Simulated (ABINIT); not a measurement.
**Run report: CoO, geometry relaxation (part 2 of 2)**

CoO (Fm-3m, 2 atoms in the cell); Kohn-Sham DFT of a periodic cell, PBE, PseudoDojo NC SR PBE v0.4.1 standard, spin-polarised (ABINIT 10.8.3); cutoff 1306.15 eV, 8×8×8 k-mesh, fermi-dirac of 0.05 eV, collinear spins. The structure derives from an entry of the Crystallography Open Database.

Geometry of the input (Å; fractional positions):
```
0.0000  2.1315  2.1315
2.1315  0.0000  2.1315
2.1315  2.1315  0.0000
Co 0.0000  0.0000  0.0000
O  0.5000  0.5000  0.5000
```

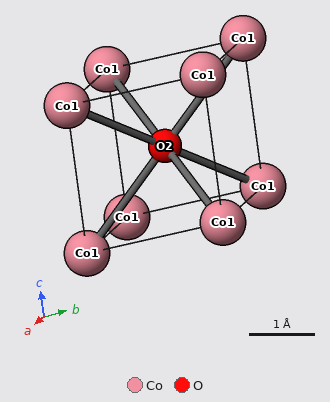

Figure 1. The geometry at step 1 of the log (ball-and-stick view of the cell of the calculation, seen slightly off an axis; atoms are numbered from 1 in the order of the input).

Output, continued
```
--- !ResultsGS
iteration_state: {dtset: 1, itime: 2, icycle: 1, }
comment   : Summary of ground state results
lattice_vectors:
- [  0.0000000,   4.0198174,   4.0198174, ]
- [  4.0198174,   0.0000000,   4.0198174, ]
- [  4.0198174,   4.0198174,   0.0000000, ]
lattice_lengths: [   5.68488,    5.68488,    5.68488, ]
lattice_angles: [ 60.000,  60.000,  60.000, ] # degrees, (23, 13, 12)
lattice_volume:   1.2991192E+02
convergence: {deltae:  1.646E-11, res2:  2.547E-14, residm:  1.970E-10, diffor: null, }
etotal    :  -1.69533547E+02
entropy   :   0.00000000E+00
fermie    :   3.31790361E-01
cartesian_stress_tensor: # hartree/bohr^3
- [  3.09980549E-05,   0.00000000E+00,   0.00000000E+00, ]
- [  0.00000000E+00,   3.09980549E-05,   0.00000000E+00, ]
- [  0.00000000E+00,   0.00000000E+00,   3.09980549E-05, ]
pressure_GPa:  -9.1199E-01
xred      :
- [  0.0000E+00,   0.0000E+00,   0.0000E+00, Co]
- [  5.0000E-01,   5.0000E-01,   5.0000E-01,  O]
cartesian_forces: # hartree/bohr
- [ -1.30828645E-31,   1.30828645E-31,  -1.30828645E-31, ]
- [  1.30828645E-31,  -1.30828645E-31,   1.30828645E-31, ]
force_length_stats: {min:   2.26601860E-31, max:   2.26601860E-31, mean:   2.26601860E-31, }
...

 Integrated electronic and magnetization densities in atomic spheres:
 ------------------------------------------------------------------------------------------------------------
 Radius=ratsph(iatom), smearing ratsm=  0.0000. Diff(up-dn)=approximate z local magnetic moment.
    Atom    Radius    up_density   dn_density  Total(up+dn)  Diff(up-dn)
    1 Co   2.00000     8.802242     6.218378     15.020620     2.583865
    2  O   2.00000     3.280970     2.927328      6.208298     0.353643
 ------------------------------------------------------------------------------------------------------------
  Sum:                12.083213     9.145705     21.228918     2.937507
 Total magnetization (from the atomic spheres):                2.937507
 Total magnetization (exact up - dn):                          2.976886

---OUTPUT-----------------------------------------------------------------------

 Cartesian coordinates (xcart) [bohr]
  0.00000000000000E+00  0.00000000000000E+00  0.00000000000000E+00
  4.01981744964042E+00  4.01981744964042E+00  4.01981744964043E+00
 Reduced coordinates (xred)
  0.00000000000000E+00  0.00000000000000E+00  0.00000000000000E+00
  5.00000000000000E-01  5.00000000000000E-01  5.00000000000000E-01
 Cartesian forces (fcart) [Ha/bohr]; max,rms= 1.30829E-31 1.30829E-31 (free atoms)
 -1.30828645015804E-31  1.30828645015804E-31 -1.30828645015804E-31
  1.30828645015804E-31 -1.30828645015804E-31  1.30828645015804E-31
 Gradient of E wrt nuclear positions in reduced coordinates (gred)
  3.43327097562913E-47  1.05181454029468E-30  3.43327097562913E-47
 -3.43327097562913E-47 -1.05181454029468E-30 -3.43327097562913E-47
 Scale of Primitive Cell (acell) [bohr]
  5.68488035554551E+00  5.68488035554551E+00  5.68488035554551E+00
 Real space primitive translations (rprimd) [bohr]
  0.00000000000000E+00  4.01981744964042E+00  4.01981744964042E+00
  4.01981744964042E+00  0.00000000000000E+00  4.01981744964042E+00
  4.01981744964042E+00  4.01981744964042E+00  0.00000000000000E+00
 Unitary Cell Volume (ucvol) [Bohr^3]=  1.29911916282793E+02
 Angles (23,13,12)= [degrees]
  6.00000000000000E+01  6.00000000000000E+01  6.00000000000000E+01
 Lengths [Bohr]
  5.68488035554551E+00  5.68488035554551E+00  5.68488035554551E+00
 Stress tensor in cartesian coordinates (strten) [Ha/bohr^3]
  3.09980549277541E-05  0.00000000000000E+00  0.00000000000000E+00
  0.00000000000000E+00  3.09980549277472E-05  0.00000000000000E+00
  0.00000000000000E+00  0.00000000000000E+00  3.09980549277403E-05
 Total energy (etotal) [Ha]= -1.69533547446068E+02

 Difference of energy with previous step (new-old):
           Absolute (Ha)=-3.88797E-05
           Relative     =-2.29334E-07

--- Iteration: ( 3/50) Internal Cycle: (1/1)
--------------------------------------------------------------------------------

---SELF-CONSISTENT-FIELD CONVERGENCE--------------------------------------------

--- !BeginCycle
iteration_state: {dtset: 1, itime: 3, icycle: 1, }
solver: {iscf: 7, nstep: 80, nline: 4, wfoptalg: 0, }
tolerances: {tolvrs: 1.00E-12, }
...

     iter   Etot(hartree)      deltaE(h)  residm     vres2   difmagsph maxmagsph
 ETOT  1  -169.52788147407    -1.695E+02 1.088E-05 8.038E+01 2.467E+00 2.467E+00
 ETOT  2  -169.50769954010     2.018E-02 1.233E-06 3.696E+02 2.045E-01 2.671E+00
 ETOT  3  -169.53347074130    -2.577E-02 5.677E-04 7.291E-01 1.086E-01 2.563E+00
 ETOT  4  -169.53353462191    -6.388E-05 3.444E-06 3.498E-01 1.542E-02 2.578E+00
 ETOT  5  -169.53355530210    -2.068E-05 3.686E-07 3.605E-02 1.701E-03 2.578E+00
 ETOT  6  -169.53355779207    -2.490E-06 1.384E-07 3.370E-04 1.238E-03 2.578E+00
 ETOT  7  -169.53355781395    -2.188E-08 3.895E-09 6.058E-04 9.625E-04 2.579E+00
 ETOT  8  -169.53355785691    -4.296E-08 1.727E-09 3.562E-06 2.299E-04 2.579E+00
 ETOT  9  -169.53355785734    -4.354E-10 5.487E-11 8.869E-07 6.489E-05 2.579E+00
 ETOT 10  -169.53355785740    -5.537E-11 8.315E-12 6.406E-09 7.500E-06 2.579E+00
 ETOT 11  -169.53355785740     2.188E-12 1.830E-12 2.514E-11 1.909E-06 2.579E+00
 ETOT 12  -169.53355785740     8.811E-13 3.371E-13 5.461E-12 2.039E-07 2.579E+00
 ETOT 13  -169.53355785741    -1.100E-11 4.060E-13 1.041E-12 3.465E-08 2.579E+00
 ETOT 14  -169.53355785739     2.007E-11 1.119E-13 1.455E-14 4.977E-09 2.579E+00

 At SCF step   14       vres2   =  1.46E-14 < tolvrs=  1.00E-12 =>converged.

 Cartesian components of stress tensor (hartree/bohr^3)
  sigma(1 1)=  7.73860414E-08  sigma(3 2)=  0.00000000E+00
  sigma(2 2)=  7.73860414E-08  sigma(3 1)=  0.00000000E+00
  sigma(3 3)=  7.73860415E-08  sigma(2 1)=  0.00000000E+00

--- !ResultsGS
iteration_state: {dtset: 1, itime: 3, icycle: 1, }
comment   : Summary of ground state results
lattice_vectors:
- [  0.0000000,   4.0129516,   4.0129516, ]
- [  4.0129516,   0.0000000,   4.0129516, ]
- [  4.0129516,   4.0129516,   0.0000000, ]
lattice_lengths: [   5.67517,    5.67517,    5.67517, ]
lattice_angles: [ 60.000,  60.000,  60.000, ] # degrees, (23, 13, 12)
lattice_volume:   1.2924738E+02
convergence: {deltae:  2.007E-11, res2:  1.455E-14, residm:  1.119E-13, diffor: null, }
etotal    :  -1.69533558E+02
entropy   :   0.00000000E+00
fermie    :   3.34608982E-01
cartesian_stress_tensor: # hartree/bohr^3
- [  7.73860414E-08,   0.00000000E+00,   0.00000000E+00, ]
- [  0.00000000E+00,   7.73860414E-08,   0.00000000E+00, ]
- [  0.00000000E+00,   0.00000000E+00,   7.73860415E-08, ]
pressure_GPa:  -2.2768E-03
xred      :
- [  2.9888E-32,  -8.9664E-32,   2.9888E-32, Co]
- [  5.0000E-01,   5.0000E-01,   5.0000E-01,  O]
cartesian_forces: # hartree/bohr
- [ -1.31052483E-31,   1.31052483E-31,   1.31052483E-31, ]
- [  1.31052483E-31,  -1.31052483E-31,  -1.31052483E-31, ]
force_length_stats: {min:   2.26989558E-31, max:   2.26989558E-31, mean:   2.26989558E-31, }
...

 Integrated electronic and magnetization densities in atomic spheres:
 ------------------------------------------------------------------------------------------------------------
 Radius=ratsph(iatom), smearing ratsm=  0.0000. Diff(up-dn)=approximate z local magnetic moment.
    Atom    Radius    up_density   dn_density  Total(up+dn)  Diff(up-dn)
    1 Co   2.00000     8.798245     6.218925     15.017170     2.579321
    2  O   2.00000     3.279017     2.926436      6.205453     0.352581
 ------------------------------------------------------------------------------------------------------------
  Sum:                12.077262     9.145361     21.222622     2.931901
 Total magnetization (from the atomic spheres):                2.931901
 Total magnetization (exact up - dn):                          2.971681

---OUTPUT-----------------------------------------------------------------------

 Cartesian coordinates (xcart) [bohr]
 -2.39879241227800E-31  2.39879241227800E-31 -2.39879241227800E-31
  4.01295160042280E+00  4.01295160042279E+00  4.01295160042279E+00
 Reduced coordinates (xred)
  2.98881303729812E-32 -8.96643911189436E-32  2.98881303729812E-32
  5.00000000000000E-01  5.00000000000000E-01  5.00000000000000E-01
 Cartesian forces (fcart) [Ha/bohr]; max,rms= 1.31052E-31 1.31052E-31 (free atoms)
 -1.31052482689284E-31  1.31052482689284E-31  1.31052482689284E-31
  1.31052482689284E-31 -1.31052482689284E-31 -1.31052482689284E-31
 Gradient of E wrt nuclear positions in reduced coordinates (gred)
 -1.05181454029468E-30  2.07078933454686E-47  8.10893960697641E-48
  1.05181454029468E-30 -2.07078933454686E-47 -8.10893960697641E-48
 Scale of Primitive Cell (acell) [bohr]
  5.67517057846473E+00  5.67517057846473E+00  5.67517057846474E+00
 Real space primitive translations (rprimd) [bohr]
  0.00000000000000E+00  4.01295160042279E+00  4.01295160042279E+00
  4.01295160042280E+00  0.00000000000000E+00  4.01295160042280E+00
  4.01295160042280E+00  4.01295160042280E+00  0.00000000000000E+00
 Unitary Cell Volume (ucvol) [Bohr^3]=  1.29247383840578E+02
 Angles (23,13,12)= [degrees]
  6.00000000000000E+01  6.00000000000000E+01  6.00000000000000E+01
 Lengths [Bohr]
  5.67517057846473E+00  5.67517057846473E+00  5.67517057846474E+00
 Stress tensor in cartesian coordinates (strten) [Ha/bohr^3]
  7.73860413944005E-08  0.00000000000000E+00  0.00000000000000E+00
  0.00000000000000E+00  7.73860414429728E-08  0.00000000000000E+00
  0.00000000000000E+00  0.00000000000000E+00  7.73860414637895E-08
 Total energy (etotal) [Ha]= -1.69533557857387E+02

 Difference of energy with previous step (new-old):
           Absolute (Ha)=-1.04113E-05
           Relative     =-6.14116E-08

 At Broyd/MD step   3, gradients are converged :
  max grad (force/stress) = 7.7386E-06 < tolmxf= 2.0000E-05 ha/bohr (free atoms)

================================================================================

 ----iterations are completed or convergence reached----

 Mean square residual over all n,k,spin=   12.167E-17; max=  11.190E-14
 reduced coordinates (array xred) for    2 atoms
       0.000000000000     -0.000000000000      0.000000000000
       0.500000000000      0.500000000000      0.500000000000
 rms dE/dt=  8.5880E-31; max dE/dt=  0.0000E+00; dE/dt below (all hartree)
    1      -0.000000000000      0.000000000000      0.000000000000
    2       0.000000000000      0.000000000000      0.000000000000

 cartesian coordinates (angstrom) at end:
    1     -0.00000000000000     0.00000000000000    -0.00000000000000
    2      2.12356253395982     2.12356253395981     2.12356253395981

 cartesian forces (hartree/bohr) at end:
    1     -0.00000000000000     0.00000000000000     0.00000000000000
    2      0.00000000000000    -0.00000000000000    -0.00000000000000
 frms,max,avg= 1.3105248E-31 1.3105248E-31   0.000E+00  0.000E+00  0.000E+00 h/b

 cartesian forces (eV/Angstrom) at end:
    1     -0.00000000000000     0.00000000000000     0.00000000000000
    2      0.00000000000000    -0.00000000000000    -0.00000000000000
 frms,max,avg= 6.7389896E-30 6.7389896E-30   0.000E+00  0.000E+00  0.000E+00 e/A
 length scales=  5.675170578465  5.675170578465  5.675170578465 bohr
              =  3.003170936073  3.003170936073  3.003170936073 angstroms
 Fermi (or HOMO) energy (hartree) =   0.33461   Average Vxc (hartree)=  -0.47463
 Magnetization (Bohr magneton)=  2.97168147E+00
 Total spin up =  1.29858407E+01   Total spin down =  1.00141593E+01
 Eigenvalues (hartree) for nkpt=  29  k points, SPIN UP:
 kpt#   1, nband= 16, wtk=  0.00195, kpt=  0.0000  0.0000  0.0000 (reduced coord)
  -3.22240   -1.87542   -1.87542   -1.87542   -0.41176    0.20748    0.20748    0.21506
   0.21506    0.21506    0.21614    0.21614    0.21614    0.37103    0.95175    0.99867
      occupation numbers for kpt#   1
   1.00000    1.00000    1.00000    1.00000    1.00000    1.00000    1.00000    1.00000
   1.00000    1.00000    1.00000    1.00000    1.00000    0.00000    0.00000    0.00000
 prteigrs : prtvol=0 or 1, do not print more k-points.

 Eigenvalues (hartree) for nkpt=  29  k points, SPIN DOWN:
 kpt#   1, nband= 16, wtk=  0.00195, kpt=  0.0000  0.0000  0.0000 (reduced coord)
  -3.12548   -1.77259   -1.77259   -1.77259   -0.39210    0.23786    0.23786    0.23786
   0.29381    0.29381    0.29381    0.33587    0.33587    0.38952    0.94690    1.01704
      occupation numbers for kpt#   1
   1.00000    1.00000    1.00000    1.00000    1.00000    1.00000    1.00000    1.00000
   1.00000    1.00000    1.00000    0.33471    0.33471    0.00000    0.00000    0.00000
 prteigrs : prtvol=0 or 1, do not print more k-points.

--- !EnergyTerms
iteration_state     : {dtset: 1, itime: 3, icycle: 1, }
comment             : Components of total free energy in Hartree
kinetic             :  7.93273714494994E+01
hartree             :  4.54425464881828E+01
xc                  : -3.22406122171476E+01
Ewald energy        : -1.06678690219903E+02
psp_core            :  4.43844421128519E+00
local_psp           : -1.38100770291204E+02
non_local_psp       : -2.17206296848701E+01
internal            : -1.69532340264157E+02
'-kT*entropy'       : -1.21759323033868E-03
total_energy        : -1.69533557857387E+02
total_energy_eV     : -4.61324312451272E+03
band_energy         : -1.53344972531946E+01
...

 Cartesian components of stress tensor (hartree/bohr^3)
  sigma(1 1)=  7.73860414E-08  sigma(3 2)=  0.00000000E+00
  sigma(2 2)=  7.73860414E-08  sigma(3 1)=  0.00000000E+00
  sigma(3 3)=  7.73860415E-08  sigma(2 1)=  0.00000000E+00

-Cartesian components of stress tensor (GPa)         [Pressure= -2.2768E-03 GPa]
- sigma(1 1)=  2.27677594E-03  sigma(3 2)=  0.00000000E+00
- sigma(2 2)=  2.27677594E-03  sigma(3 1)=  0.00000000E+00
- sigma(3 3)=  2.27677595E-03  sigma(2 1)=  0.00000000E+00

== END DATASET(S) ==============================================================
================================================================================

 -outvars: echo values of variables after computation  --------
            acell      5.6751705785E+00  5.6751705785E+00  5.6751705785E+00 Bohr
           etotal     -1.6953355786E+02
            fcart     -1.3105248269E-31  1.3105248269E-31  1.3105248269E-31
                       1.3105248269E-31 -1.3105248269E-31 -1.3105248269E-31
            rprim      0.0000000000E+00  7.0710678119E-01  7.0710678119E-01
                       7.0710678119E-01  0.0000000000E+00  7.0710678119E-01
                       7.0710678119E-01  7.0710678119E-01  0.0000000000E+00
           strten      7.7386041394E-08  7.7386041443E-08  7.7386041464E-08
                       0.0000000000E+00  0.0000000000E+00  0.0000000000E+00
           xangst     -1.2693862774E-31  1.2693862774E-31 -1.2693862774E-31
                       2.1235625340E+00  2.1235625340E+00  2.1235625340E+00
             xred      2.9888130373E-32 -8.9664391119E-32  2.9888130373E-32
                       5.0000000000E-01  5.0000000000E-01  5.0000000000E-01
 Calculation completed.
```

Trajectory as extended XYZ (Å, eV, eV/Å), 3 frames, from step=0 to step=2
```
2
Lattice="0.0000 2.1315 2.1315 2.1315 0.0000 2.1315 2.1315 2.1315 0.0000" Properties=species:S:1:pos:R:3:forces:R:3 step=0 energy=-4613.24178
Co    0.0000    0.0000    0.0000    0.0000   0.0000   0.0000
O     2.1315    2.1315    2.1315    0.0000   0.0000   0.0000
2
Lattice="0.0000 2.1272 2.1272 2.1272 0.0000 2.1272 2.1272 2.1272 0.0000" Properties=species:S:1:pos:R:3:forces:R:3 step=1 energy=-4613.24284
Co    0.0000    0.0000    0.0000    0.0000   0.0000   0.0000
O     2.1272    2.1272    2.1272    0.0000   0.0000   0.0000
2
Lattice="0.0000 2.1236 2.1236 2.1236 0.0000 2.1236 2.1236 2.1236 0.0000" Properties=species:S:1:pos:R:3:forces:R:3 step=2 energy=-4613.24312
Co    0.0000    0.0000    0.0000    0.0000   0.0000   0.0000
O     2.1236    2.1236    2.1236    0.0000   0.0000   0.0000
```

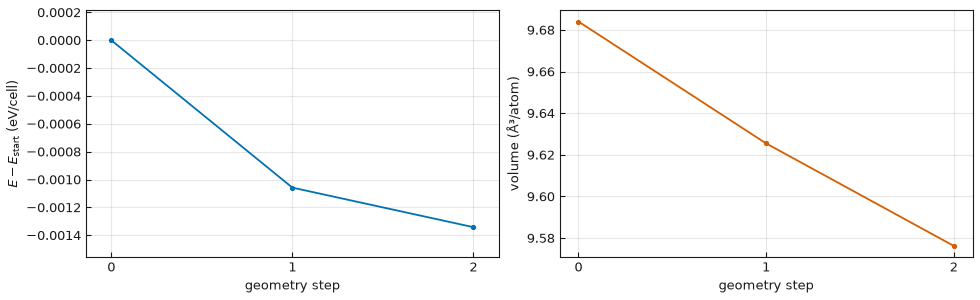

Figure 2. Progress of the relaxation, step by step (steps are counted from 0). Over 2 geometry steps the energy falls by 1.3 meV per cell of the calculation. All forces vanish by symmetry, so only the cell relaxes. No atom moves by more than 0.005 Å relative to the cell. 

Key numbers

| quantity | value |
| --- | --- |
| outcome | converged |
| space group (tolerance 0.01 Å) | Fm-3m (225) |
| electrons treated | 23 |
| free energy | −4613.2431 eV |
| Fermi energy | 9.105 eV |
| gap on the k-point mesh | none (metallic) |
| net moment of the cell | 2.97 μB |
| pressure | 0.00 GPa |
| final volume | 19.15 Å³ |
| largest force (length of the vector) at the end | under 0.001 eV/Å |
| final cell | a = 3.003 Å, b = 3.003 Å, c = 3.003 Å, α = 60.00°, β = 60.00°, γ = 60.00° |
| hardware | 4 threads of Intel Xeon (Sapphire Rapids), 176 GiB of memory available, shared host |
| wall time | 2.2 min (CPU time 8.6 min) |
| peak memory | 0.4 GiB |
